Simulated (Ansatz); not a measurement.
**HSe₂: density, localisation and related maps**

```xyz
6
Lattice="3.0831 0.0000 0.0000 -1.5416 2.6701 0.0000 0.0000 0.0000 12.1747" Properties=species:S:1:pos:R:3 pbc="T T T"
H     0.0000    1.7801    3.0437
H     1.5416    0.8900    9.1310
Se    0.0000    1.7801    7.5617
Se    1.5416    0.8900    1.4744
Se    0.0000    1.7801   10.7004
Se    1.5416    0.8900    4.6130
```

Space group P6₃/mmc; built by placing these elements on a known structure type; computed pressure about −8 GPa in this cell.

The calculation used DFT, PAW plane waves, PBEsol in Ansatz.

In a PAW calculation such maps are meaningful between the atoms, not at the nuclei.

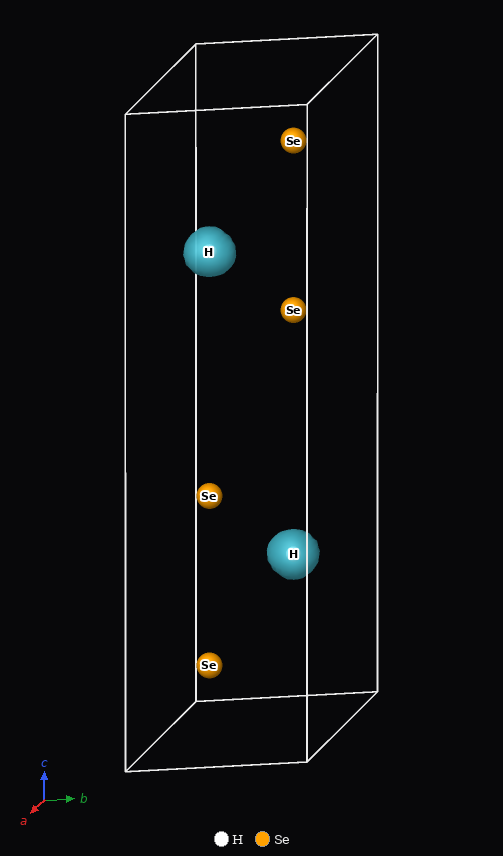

Figure 1. Isosurface of the electron localisation function at 0.9 (cyan), seen at an oblique angle. Only the valence region is drawn (cores and ρ < 0.01 e/Å³ removed).

**Describe the localisation domains.**

At this value the surface marks out two regions around hydrogen nuclei, counted in one cell of 6 atoms. Any copies at cell faces, edges or corners count once.


Se–H (2.37 Å): the ELF climbs to about 1 towards the hydrogen, as it does in any bond to H.

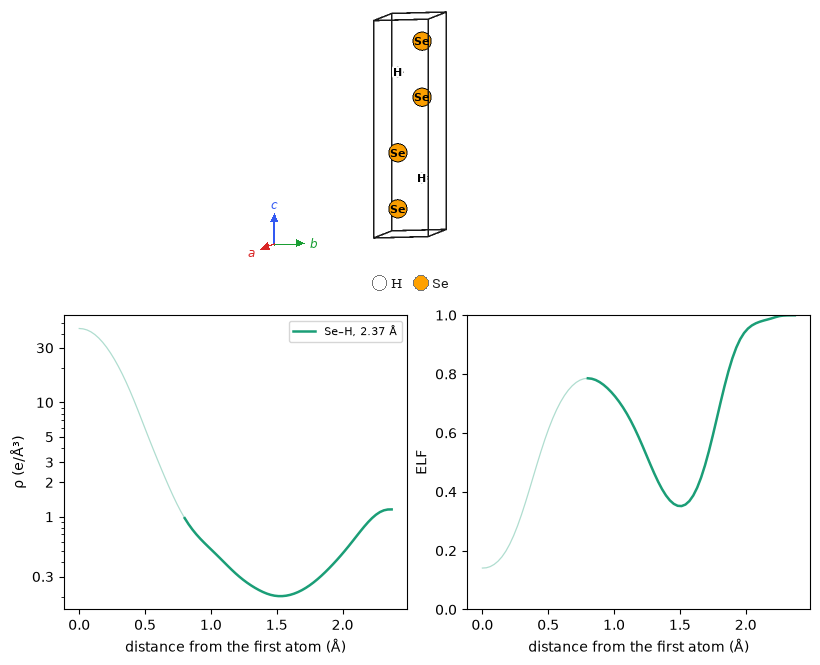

Figure 2. Valence pseudo-density and electron localisation function along straight lines between neighbouring atoms. Thin, pale parts lie inside the atomic spheres. The structure is drawn too.

**What can be read from the curves?**

Se–H (2.37 Å): the density is about 0.32 e/Å³ at the midpoint; the ELF climbs to about 1 towards the hydrogen.

**What Bader charges does the calculation give?**

Very little charge moves. Bader charges: H +0.08 and Se −0.04 e.

**Does the calculation give a band gap?**

It is gapless in this calculation (a metal or semimetal).
